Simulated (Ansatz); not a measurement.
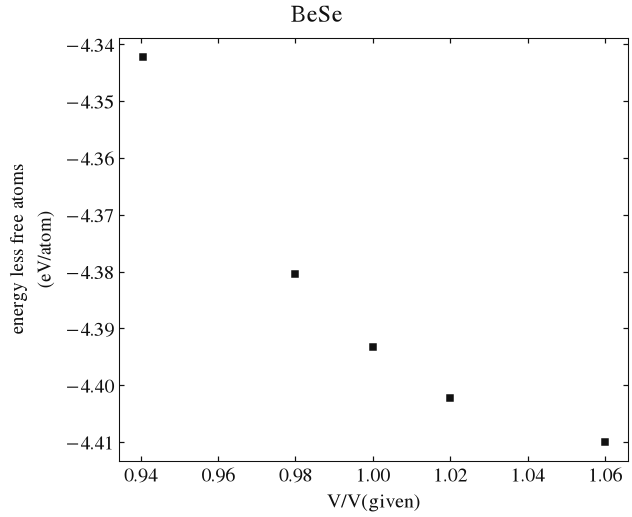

The plot gives the computed energy less free atoms against V/V(given) for BeSe, space group F-43m (No. 216).

The given structure:
```
CELL_PARAMETERS angstrom
0.00000 2.53500 2.53500
2.53500 0.00000 2.53500
2.53500 2.53500 0.00000
ATOMIC_POSITIONS crystal
Be 0.00000 0.00000 0.00000
Se 0.75000 0.75000 0.75000
```

Method: periodic Kohn-Sham DFT of a crystal at fixed atoms, scaled to the stated factor times the given cell; pressure positive in compression, energy less spherical unpolarised free atoms (Ansatz 0.2.0). Level: PBE.

```
           setting              value
            method  all-electron LAPW
        relativity             scalar
            k mesh           10×10×10
       occupations        Fermi–Dirac
    smearing width            0.03 eV
basis error target     0.5 (meV/atom)
           nucleus           Gaussian
```

V(given) is 16.29 Å³/atom.

From this curve and the settings, what does the calculation give for the pressure at the same points?

The pressure falls from 11.9 GPa at V/V(given) 0.941 to 0.4 GPa at 1.060.

```json
{"V/V(given)": "0.941", "pressure (GPa)": "11.9"}
{"V/V(given)": "0.980", "pressure (GPa)": "7.3"}
{"V/V(given)": "1.000", "pressure (GPa)": "5.3"}
{"V/V(given)": "1.020", "pressure (GPa)": "3.5"}
{"V/V(given)": "1.060", "pressure (GPa)": "0.4"}
```

Keep in mind: the volumes run don't bracket the minimum of the energy, so any equilibrium value is extrapolated.
